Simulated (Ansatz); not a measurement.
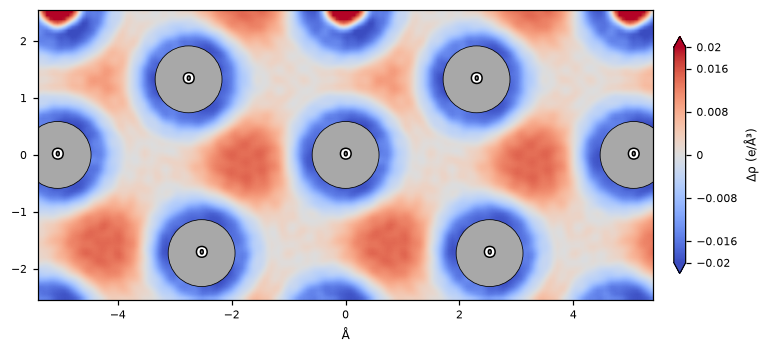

Ga₂O₃. Difference of the valence pseudo-densities of two functionals at the same geometry, on the (111) plane of the calculation cell: PBE less r2SCAN.

Both computed with Ansatz (plane waves, PAW), on the same k-point mesh. Grey discs cover the atomic cores.

Where does the change of functional move the electrons?

Against r2SCAN, PBE gives less density around O (−0.015 e/Å³ on average at 0.7 Å from the nucleus).
